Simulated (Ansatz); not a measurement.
# Bi: 5 runs along one coordinate

System: Bi (I4/mmm, 1 atom in the cell).
Method: DFT LDA, scalar-relativistic, plane waves, PAW, no spin polarisation (Ansatz 0.2.0).

The 5 runs differ only in the geometry, by a strain of the cell at fixed fractional positions. Against run 3, the strain is εxx = η and εyy = η. The structure derives from a Materials Project entry.

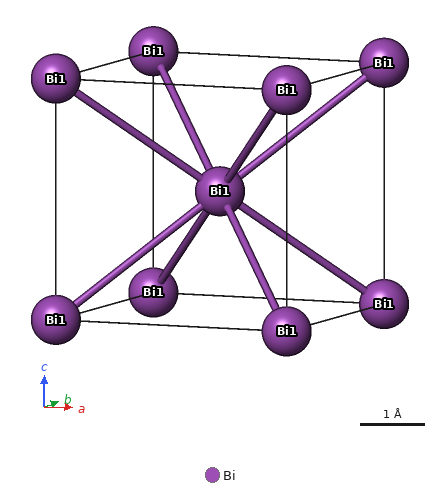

Figure 1. The structure of run 3 (ball-and-stick view of the cell 2 times as large as that of the calculation, set on its symmetry axes, seen slightly off an axis; atoms are numbered from 1 in the order of the input).

### Input of run 3
```yaml
crystal:
  lattice:
    - [-1.9814305318, 1.9814305318, 1.9219876158]
    - [1.9814305318, -1.9814305318, 1.9219876158]
    - [1.9814305318, 1.9814305318, -1.9219876158]
  atoms:
    - { symbol: Bi, position: [0.0, 0.0, 0.0] }
basis:
  ecutwfc: 420
kpoints:
  mp_grid: { grid: [18, 18, 18] }
hamiltonian:
  xc: lda
scf:
  occupations: { method: gaussian, width: 0.15 }
output:
  forces: true
  stress: true
  eigenvalues: true
```

Run 2 differs from it as follows:
```diff
-    - [-1.9814305318, 1.9814305318, 1.9219876158]
-    - [1.9814305318, -1.9814305318, 1.9219876158]
-    - [1.9814305318, 1.9814305318, -1.9219876158]
+    - [-1.9517090738, 1.9517090738, 1.9219876158]
+    - [1.9517090738, -1.9517090738, 1.9219876158]
+    - [1.9517090738, 1.9517090738, -1.9219876158]
```

### Results, with one run withheld

```csv
run,strain parameter η (%),"free energy per atom, from the lowest run given (meV)",pressure (GPa)
1,−3.0000,1.32,2.18
2,−1.5000,?,?
3,0.0000,0.00,−1.67
4,1.5000,14.21,−3.20
5,3.0000,36.97,−4.50
```

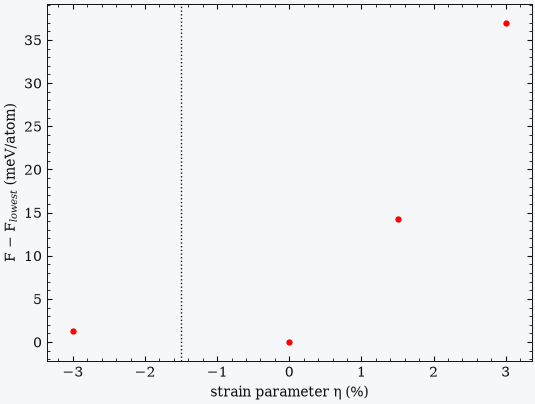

Figure 2. Free energy per atom of the runs given; the dotted line marks run 2.

Fit the runs given and predict run 2.

A quadratic polynomial in the coordinate, fitted to the 4 runs given, misses them by at most 0.30 meV per atom. With x = η − 0.3750, it reads F = 2.7567 + 7.5464 x + 2.1066 x² (meV per atom). At run 2 it gives −3.99 meV per atom, and the run itself gives −4.70. The fit has its minimum at η = −1.4161 %. So low a polynomial doesn't follow these energies more closely.

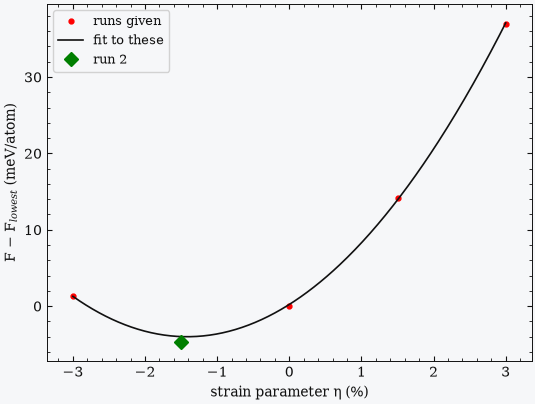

Figure 3. The fit and the withheld run.

### Output, shortened to warnings, some set-up lines, iterations and results (run 2)
```
Basis set: ecut = 420 eV, 587 PW (Γ)
Symmetry: 16 space group operations
k-points: 480 of 5832
Initial density: superposition of atomic densities (neutral atoms: chi_scale 0, normalization atom), corrected by the library's trained network
[...]
SCF iter   1: F=—  HF=-12085.766912 eV  |F-HF|=—  |Δ(HF+E_count)|=         —  Δρ=3.25e-3  dr2=1.57e-3  ethr=1.77e-3  ⟨swp⟩=5.0  Hψ=32066  notcnv=0
SCF iter   2: F=—  HF=-12085.766199 eV  |F-HF|=—  |Δ(HF+E_count)|=   7.13e-4  Δρ=1.99e-3  dr2=6.07e-4  ethr=1.04e-5  ⟨swp⟩=2.6  Hψ=12662  notcnv=0
SCF iter   3: F=—  HF=-12085.766077 eV  |F-HF|=—  |Δ(HF+E_count)|=   1.22e-4  Δρ=4.59e-4  dr2=5.76e-5  ethr=4.05e-6  ⟨swp⟩=2.0  Hψ=8387  notcnv=0
SCF iter   4: F=—  HF=-12085.766056 eV  |F-HF|=—  |Δ(HF+E_count)|=   2.13e-5  Δρ=1.99e-4  dr2=1.43e-5  ethr=3.84e-7  ⟨swp⟩=3.0  Hψ=9565  notcnv=0
SCF iter   5: F=—  HF=-12085.766050 eV  |F-HF|=—  |Δ(HF+E_count)|=   5.38e-6  Δρ=3.98e-5  dr2=5.84e-7  ethr=9.56e-8  ⟨swp⟩=2.9  Hψ=9549  notcnv=0
SCF iter   6: F=-12085.766050 eV  HF=-12085.766050 eV  |F-HF|=4.22e-8  |Δ(HF+E_count)|=   2.05e-7  Δρ=1.33e-5  dr2=4.13e-8  ethr=6.67e-10  ⟨swp⟩=7.5  Hψ=29355  notcnv=0
SCF 1 converged in 6 iterations: F = -12085.766050 eV  dr2 = 4.13e-8
SCF converged after 6 iterations
Free energy (F): -12085.766050 eV
Harris-Foulkes:  -12085.766050 eV  (|F-HF|=4.22e-8)
Internal energy: -12085.756761 eV  (E = F + TS)
E sigma→0 (E₀):  -12085.761406 eV
Entropy (-TS):   -0.009289 eV (-9.289 meV/atom)
Fermi energy:    12.429475 eV
--- Per-component energies (eV) ---
  E_band       = -72.054001
  E_kinetic    = 303.989341
  E_local      = -1357.650351  (includes V_loc(G=0)·N_el)
  E_nonlocal   = 563.709082
  E_hartree    = 426.191555
  E_xc         = -151.227205
  E_vxc        = -145.567054  (∫ρ·V_xc dr)
  E_paw        = -10352.704802  (= ΣΔE_a)
  E_vpaw       = -288.909769  (= ΣTr[D̂ρ^β])
  E_aug_tail   = -0.000527  (compensation charges beyond the density's cutoff)
  E_ewald      = -1518.058970
  E_core_change = -0.004885  (= ΣΔE_core)
  E_smearing   = -0.009289  (= −TS)
  E_closure    = -0.000000  (closes the sum)
  Σ components = -12085.766050   (vs F -12085.766050, Δ=0.00e0)
--- Forces (eV/Å), atoms counted from 1 ---
  atom   1  Bi    -0.00000000     0.00000000     0.00000000
  max |Σ_I F_I| component: 1.73e-31 eV/Å
--- Stress (GPa, compression-positive) ---
        0.068445      -0.000000       0.000000
       -0.000000       0.068445       0.000000
        0.000000      -0.000000       0.177135
  P = ⅓ Tr σ = 0.1047 GPa (1.047 kbar)
```

Notes: Spin–orbit coupling is left out, which matters for Bi.
